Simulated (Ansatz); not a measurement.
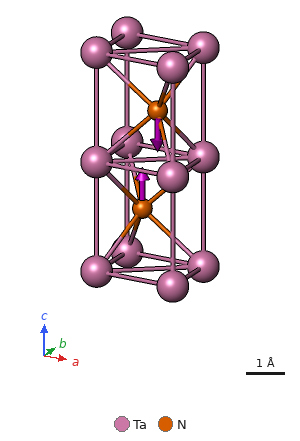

One vibrational mode of solid TaN relaxed at 7 GPa at the zone centre. Displacements are drawn as purple arrows; their common scale and sign are arbitrary. A ball-and-stick model of the cell of the calculation, seen slightly off an axis.

These are results of Ansatz 0.2.0, DFT PBE, scalar-relativistic, plane waves, PAW, not measurements. Set-up: plane-wave cutoff 420 eV; k-point mesh 18 × 18 × 8; occupations fermi dirac; smearing width 0.15 eV; target pressure 7 GPa; no spin polarisation.

The frequencies depend somewhat on the k-mesh and the smearing.

Q: Give the symmetry, activity and frequency of this mode.

A: This is the B₁g mode at 552 cm⁻¹, the highest optical level, silent by symmetry (neither infrared- nor Raman-active). The Ta atoms stay at rest; all motion is along c; atoms of one kind move against one another, with no net shift of their sublattice.
